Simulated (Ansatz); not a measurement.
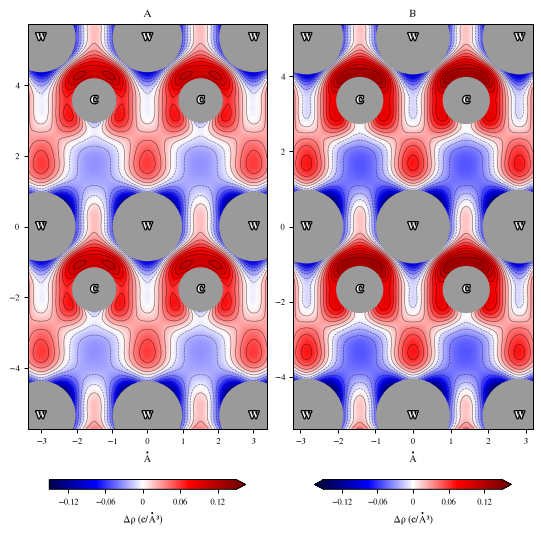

WC: deformation density on the (110) plane of the conventional cell at two volumes, with the same fractional coordinates and one colour scale. Grey discs cover the cores.

Space group P-6m2.

Method: DFT PBE, scalar-relativistic, plane waves, PAW in Ansatz 0.2.0.

Q: Which panel is the larger cell, by how much, and what changes?

A: A is the larger cell: A has 120 % of the volume of B. The pressure is 5 GPa in B and −45 GPa in A. Bader charges in B: W +1.42 and C −1.42 e; in A: W +1.38 and C −1.38 e. The rearranged charge is 0.24 e an atom in B and 0.24 e in A.
